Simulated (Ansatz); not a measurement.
**Run report: SnO₂, single-point calculation (part 1 of 2)**

System: SnO₂ (48 atoms in the cell).
Method: DFT PBE, scalar-relativistic, plane waves, PAW, no spin polarisation (Ansatz 0.2.0).

The structure derives from a Materials Project entry.

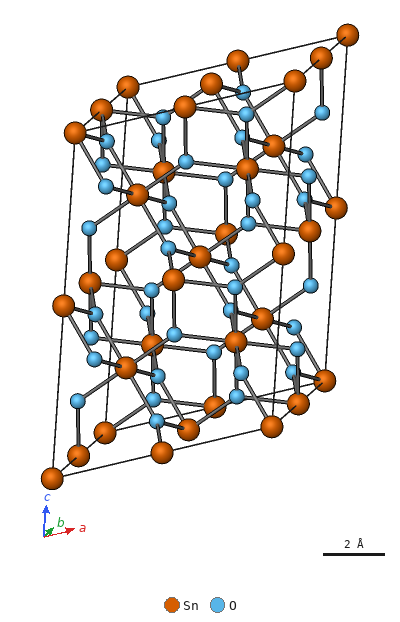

Fig. 1: The structure as given in the input (ball-and-stick view of the cell of the calculation, seen slightly off an axis). An atom can appear more than once, as a periodic image.

**The input**
```yaml
crystal:
  lattice:
    - [-4.788004, -4.866582, 3.240898]
    - [-4.788004, 4.866582, 3.240898]
    - [-9.576008, 0.0, -6.481796]
  atoms:
    - { symbol: Sn, position: [0.75, 0.25, 0.75] }
    - { symbol: Sn, position: [0.0, 0.5, 0.5] }
    - { symbol: Sn, position: [0.25, 0.75, 0.75] }
    - { symbol: Sn, position: [0.25, 0.75, 0.25] }
    - { symbol: Sn, position: [0.5, 0.0, 0.0] }
    - { symbol: Sn, position: [0.5, 0.0, 0.5] }
    - { symbol: Sn, position: [0.75, 0.25, 0.25] }
    - { symbol: Sn, position: [0.0, 0.5, 0.0] }
    - { symbol: Sn, position: [0.0, 0.0, 0.0] }
    - { symbol: Sn, position: [0.25, 0.25, 0.75] }
    - { symbol: Sn, position: [0.5, 0.5, 0.0] }
    - { symbol: Sn, position: [0.5, 0.5, 0.5] }
    - { symbol: Sn, position: [0.75, 0.75, 0.25] }
    - { symbol: Sn, position: [0.75, 0.75, 0.75] }
    - { symbol: Sn, position: [0.0, 0.0, 0.5] }
    - { symbol: Sn, position: [0.25, 0.25, 0.25] }
    - { symbol: O, position: [0.766516, 0.087557, 0.927036] }
    - { symbol: O, position: [0.016516, 0.337557, 0.677036] }
    - { symbol: O, position: [0.266516, 0.587557, 0.927036] }
    - { symbol: O, position: [0.266516, 0.587557, 0.427036] }
    - { symbol: O, position: [0.516516, 0.837557, 0.177036] }
    - { symbol: O, position: [0.516516, 0.837557, 0.677036] }
    - { symbol: O, position: [0.766516, 0.087557, 0.427036] }
    - { symbol: O, position: [0.016516, 0.337557, 0.177036] }
    - { symbol: O, position: [0.837558, 0.016515, 0.677036] }
    - { symbol: O, position: [0.087558, 0.266515, 0.427036] }
    - { symbol: O, position: [0.337558, 0.516515, 0.677036] }
    - { symbol: O, position: [0.337558, 0.516515, 0.177036] }
    - { symbol: O, position: [0.587558, 0.766515, 0.927036] }
    - { symbol: O, position: [0.587558, 0.766515, 0.427036] }
    - { symbol: O, position: [0.837558, 0.016515, 0.177036] }
    - { symbol: O, position: [0.087558, 0.266515, 0.927036] }
    - { symbol: O, position: [0.662442, 0.483485, 0.822964] }
    - { symbol: O, position: [0.912442, 0.733485, 0.572964] }
    - { symbol: O, position: [0.162443, 0.983485, 0.822964] }
    - { symbol: O, position: [0.162442, 0.983485, 0.322964] }
    - { symbol: O, position: [0.412442, 0.233485, 0.072964] }
    - { symbol: O, position: [0.412442, 0.233485, 0.572964] }
    - { symbol: O, position: [0.662442, 0.483485, 0.322964] }
    - { symbol: O, position: [0.912442, 0.733485, 0.072964] }
    - { symbol: O, position: [0.483484, 0.162443, 0.822964] }
    - { symbol: O, position: [0.733484, 0.412443, 0.572964] }
    - { symbol: O, position: [0.983485, 0.662443, 0.822964] }
    - { symbol: O, position: [0.983484, 0.662443, 0.322964] }
    - { symbol: O, position: [0.233484, 0.912443, 0.072964] }
    - { symbol: O, position: [0.233485, 0.912443, 0.572964] }
    - { symbol: O, position: [0.483485, 0.162443, 0.322964] }
    - { symbol: O, position: [0.733485, 0.412443, 0.072964] }
basis:
  ecutwfc: 420
  fft_grid_basis: typed
kpoints:
  mp_grid: { grid: [2, 2, 1] }
hamiltonian:
  xc: pbe
  pseudopotentials: { kind: paw }
scf:
  occupations: { method: gaussian, width: 0.05 }
output:
  forces: true
  stress: false
  eigenvalues: true
  bader: false
  write_density: true
  volumetric_format: npy
```

Launch command:
```bash
ansatz run input.yaml --threads 4 --pin off --max-ram 10240MiB --backend cpu --events-out ev --progress --plain --runs-dir out
```

**What the program printed**
```
Warning: the atoms were moved onto the symmetric positions of the space group found under crystal.symmetry.tolerance 1.0e-5 (fractional; no operation is sought that the atoms, as they stand in a round, miss by more than twice it, and no atom is moved by as much as it), and the run uses the moved positions. Before a round's move an operation carried an atom to 1.07e-5 Å from where it should land, the largest such distance. Atom 16 (counting from 0) moved farthest, by 5.40e-6 Å; the longest move in fractions of the cell, of whichever atom, is 0.07 of the tolerance, in 1 round. To run the atoms as typed, lower crystal.symmetry.tolerance until the operations that they miss are no longer found, or set crystal.symmetry.detect: false (a key that needs symmetry detection or time reversal refuses this as the deck is read). The positions used, in the order of the run's atom list: position: [0.75, 0.25, 0.75]; position: [1.444814538378202e-17, 0.5, 0.5]; position: [0.25, 0.75, 0.75]; position: [0.25, 0.75, 0.25]; position: [0.49999999999999994, 0.0, 0.0]; position: [0.49999999999999994, 0.0, 0.5]; position: [0.75, 0.25, 0.25]; position: [1.444814538378202e-17, 0.5, 0.0]; position: [1.444814538378202e-17, 0.0, 0.0]; position: [0.25, 0.25, 0.75]; position: [0.49999999999999994, 0.5, 0.0]; position: [0.49999999999999994, 0.5, 0.5]; position: [0.75, 0.75, 0.25]; position: [0.75, 0.75, 0.75]; position: [1.444814538378202e-17, 0.0, 0.5]; position: [0.25, 0.25, 0.25]; position: [0.766515375, 0.08755746874999999, 0.927036]; position: [0.016515374999999995, 0.33755746875, 0.677036]; position: [0.26651537499999994, 0.58755746875, 0.927036]; position: [0.26651537499999994, 0.58755746875, 0.427036]; position: [0.516515375, 0.83755746875, 0.177036]; position: [0.516515375, 0.83755746875, 0.677036]; position: [0.766515375, 0.08755746874999999, 0.427036]; position: [0.016515374999999995, 0.33755746875, 0.177036]; position: [0.83755746875, 0.016515374999999995, 0.677036]; position: [0.08755746875000005, 0.266515375, 0.427036]; position: [0.33755746875000003, 0.516515375, 0.677036]; position: [0.33755746875000003, 0.516515375, 0.177036]; position: [0.58755746875, 0.766515375, 0.927036]; position: [0.58755746875, 0.766515375, 0.427036]; position: [0.83755746875, 0.016515374999999995, 0.177036]; position: [0.08755746875000005, 0.266515375, 0.927036]; position: [0.6624425312500001, 0.483484625, 0.822964]; position: [0.9124425312500001, 0.733484625, 0.572964]; position: [0.16244253125, 0.983484625, 0.822964]; position: [0.16244253125, 0.983484625, 0.322964]; position: [0.41244253124999997, 0.233484625, 0.072964]; position: [0.41244253124999997, 0.233484625, 0.572964]; position: [0.6624425312500001, 0.483484625, 0.322964]; position: [0.9124425312500001, 0.733484625, 0.072964]; position: [0.483484625, 0.16244253125000002, 0.822964]; position: [0.7334846250000001, 0.41244253125, 0.572964]; position: [0.983484625, 0.66244253125, 0.822964]; position: [0.983484625, 0.66244253125, 0.322964]; position: [0.23348462500000003, 0.91244253125, 0.072964]; position: [0.23348462500000003, 0.91244253125, 0.572964]; position: [0.483484625, 0.16244253125000002, 0.322964]; position: [0.7334846250000001, 0.41244253125, 0.072964];
Engine: ansatz 0.2.0, aarch64-unknown-linux-gnu
Pseudopotentials: kind: paw
Pseudopotential: Sn, paw, valence charge 14, recommended cutoff 420 eV (normal), Sn.paw.azcp
Pseudopotential: O, paw, valence charge 6, recommended cutoff 420 eV (normal), O.paw.azcp
Functional definition: PBE
  parameter kappa = 0.804
  parameter beta = 0.06672455060314922
  exchange = pbe_x(kappa = kappa, mu = beta*pi^2/3)
  correlation = pbe_c(beta = beta)
Crystal: 48 atoms, lattice volume = 604.135 Å³
Basis set: ecut = 420 eV, 11813 PW (Γ), exchange–correlation on 108×108×160 points (8 copies of the dense FFT grid, shifted against one another)
Bands: 256, of which v1, the nominal top of the filled ones, is band 208 counted from 1 (207 counted from 0)
Symmetry: 32 space group operations
Space group: Pnnm (ITA 58), of the structure as read, at distance tolerance 8.5e-5 Å
k-points: 3 of 4
Non-local potential: Sn, projectors of the file, l = 0: 2, l = 1: 2, l = 2: 2, l = 3: 2
Non-local potential: O, projectors of the file, l = 0: 2, l = 1: 2, l = 2: 1
PAW form: soft (Blöchl's): semilocal exchange-correlation on the pseudo side does not see the compensation charge
PAW one-centre angular grid: Sn, 590 points (default); XC on 64 Gauss nodes
PAW one-centre angular grid: O, 110 points (default); XC on 64 Gauss nodes
Initial density: superposition of atomic densities (neutral atoms: chi_scale 0, normalization atom), corrected by the library's trained network
Initial wavefunctions: pseudopotential atomic-orbital guess
Functional: x = pbe(κ = 0.804, μ = 0.2195149727645171), c = pbe(β = 0.06672455060314922)
SCF iter   1: F=—  HF=-114543.498868 eV  |F-HF|=—  |Δ(HF+E_count)|=         —  Δρ=1.43e-3  dr2=5.09e-3  ethr=1.77e-3  ⟨swp⟩=5.0  Hψ=3066  notcnv=0  defer=57
preconditioner: auto → Resta (q_TF=auto, 2.564 Å⁻¹)  ε∞=3.6  [insulator: Δε(μ)=0.810 eV  Ē_g=19.213 eV  σ=0.050 eV  W_gap=1.00  n_scr=170 (ndim 8)  ℏωp=30.8 eV  f_vac=0.031  D(μ)=0.00/eV (n_scr^D=0)  ε∞_Penn≈3.6]
SCF iter   2: F=—  HF=-114543.508471 eV  |F-HF|=—  |Δ(HF+E_count)|=   9.60e-3  Δρ=7.19e-4  dr2=1.34e-3  ethr=1.22e-6  ⟨swp⟩=2.3  Hψ=1520  notcnv=0  defer=101
SCF iter   3: F=—  HF=-114543.510331 eV  |F-HF|=—  |Δ(HF+E_count)|=   1.86e-3  Δρ=3.12e-4  dr2=3.30e-4  ethr=3.23e-7  ⟨swp⟩=2.0  Hψ=931  notcnv=0  defer=56
automatic band count: iteration 3 solves 241 bands in place of 256: the levels show a gap, and the empty bands left out lie too high to hold charge; the band table lists the bands solved (type scf.n_extra_bands for more)
SCF iter   4: F=—  HF=-114543.510798 eV  |F-HF|=—  |Δ(HF+E_count)|=   4.67e-4  Δρ=6.00e-5  dr2=2.31e-5  ethr=7.93e-8  ⟨swp⟩=2.0  Hψ=931  notcnv=0  defer=56
SCF iter   5: F=—  HF=-114543.510140 eV  |F-HF|=—  |Δ(HF+E_count)|=   6.58e-4  Δρ=1.27e-5  dr2=6.35e-7  ethr=5.56e-9  ⟨swp⟩=2.0  Hψ=1016  notcnv=0  defer=56
SCF iter   6: F=-114543.510141 eV  HF=-114543.510141 eV  |F-HF|=9.21e-9  |Δ(HF+E_count)|=   1.11e-6  Δρ=3.10e-6  dr2=6.13e-8  ethr=2.40e-11  ⟨swp⟩=11.7  Hψ=3045  notcnv=0
SCF 1 converged in 6 iterations: F = -114543.510141 eV  dr2 = 6.13e-8
  greatest PAW one-centre occupation: 0.996 electrons in one spin orbital (limit 2), on the Sn atom at site 15 (counted from 0), in its partial waves of l = 2
SCF converged after 6 iterations
Free energy (F): -114543.510141 eV
Harris-Foulkes:  -114543.510141 eV  (|F-HF|=9.21e-9)
Internal energy: -114543.510141 eV  (E = F + TS)
E sigma→0 (E₀):  -114543.510141 eV
Fermi energy:    9.038768 eV
--- Per-component energies (eV) ---
  E_band       = -1238.856691
  E_kinetic    = 8620.529724
  E_local      = -23642.609860  (includes V_loc(G=0)·N_el)
  E_nonlocal   = 1070.250438
  E_hartree    = 12158.837894
  E_xc         = -8425.065220
  E_vxc        = -4492.052585  (∫ρ·V_xc dr)
  E_paw        = -71425.829386  (= ΣΔE_a)
  E_vpaw       = -7112.752494  (= ΣTr[D̂ρ^β])
  E_aug_tail   = 0.079222  (compensation charges beyond the density's cutoff)
  E_ewald      = -32899.702954
  E_smearing   = -0.000000  (= −TS)
  E_closure    = 0.000000  (closes the sum)
  Σ components = -114543.510141   (vs F -114543.510141, Δ=0.00e0)
--- Forces (eV/Å), atoms counted from 1 ---
  atom   1  Sn     0.00000000     0.00000000     0.00000000
  atom   2  Sn     0.00000000    -0.00000000     0.00000000
  atom   3  Sn    -0.00000000    -0.00000000     0.00000000
  atom   4  Sn     0.00000000     0.00000000     0.00000000
  atom   5  Sn     0.00000000     0.00000000    -0.00000000
  atom   6  Sn     0.00000000     0.00000000    -0.00000000
  atom   7  Sn     0.00000000     0.00000000     0.00000000
  atom   8  Sn    -0.00000000    -0.00000000     0.00000000
  atom   9  Sn     0.00000000     0.00000000     0.00000000
  atom  10  Sn     0.00000000     0.00000000     0.00000000
  atom  11  Sn     0.00000000     0.00000000    -0.00000000
  atom  12  Sn    -0.00000000    -0.00000000    -0.00000000
  atom  13  Sn    -0.00000000    -0.00000000    -0.00000000
  atom  14  Sn     0.00000000     0.00000000    -0.00000000
  atom  15  Sn    -0.00000000     0.00000000     0.00000000
  atom  16  Sn    -0.00000000    -0.00000000     0.00000000
  atom  17  O      0.05743591    -0.02222315    -0.00247806
  atom  18  O      0.05743591    -0.02222315    -0.00247806
  atom  19  O      0.05743591    -0.02222315    -0.00247806
  atom  20  O      0.05743591    -0.02222315    -0.00247806
  atom  21  O      0.05743591    -0.02222315    -0.00247806
  atom  22  O      0.05743591    -0.02222315    -0.00247806
  atom  23  O      0.05743591    -0.02222315    -0.00247806
  atom  24  O      0.05743591    -0.02222315    -0.00247806
  atom  25  O      0.05743591     0.02222315    -0.00247806
  atom  26  O      0.05743591     0.02222315    -0.00247806
  atom  27  O      0.05743591     0.02222315    -0.00247806
  atom  28  O      0.05743591     0.02222315    -0.00247806
  atom  29  O      0.05743591     0.02222315    -0.00247806
  atom  30  O      0.05743591     0.02222315    -0.00247806
  atom  31  O      0.05743591     0.02222315    -0.00247806
  atom  32  O      0.05743591     0.02222315    -0.00247806
  atom  33  O     -0.05743591    -0.02222315     0.00247806
  atom  34  O     -0.05743591    -0.02222315     0.00247806
  atom  35  O     -0.05743591    -0.02222315     0.00247806
  atom  36  O     -0.05743591    -0.02222315     0.00247806
  atom  37  O     -0.05743591    -0.02222315     0.00247806
  atom  38  O     -0.05743591    -0.02222315     0.00247806
  atom  39  O     -0.05743591    -0.02222315     0.00247806
  atom  40  O     -0.05743591    -0.02222315     0.00247806
  atom  41  O     -0.05743591     0.02222315     0.00247806
  atom  42  O     -0.05743591     0.02222315     0.00247806
  atom  43  O     -0.05743591     0.02222315     0.00247806
  atom  44  O     -0.05743591     0.02222315     0.00247806
  atom  45  O     -0.05743591     0.02222315     0.00247806
  atom  46  O     -0.05743591     0.02222315     0.00247806
  atom  47  O     -0.05743591     0.02222315     0.00247806
  atom  48  O     -0.05743591     0.02222315     0.00247806
  max |Σ_I F_I| component: 9.02e-17 eV/Å
--- Band table (eV) ---
```
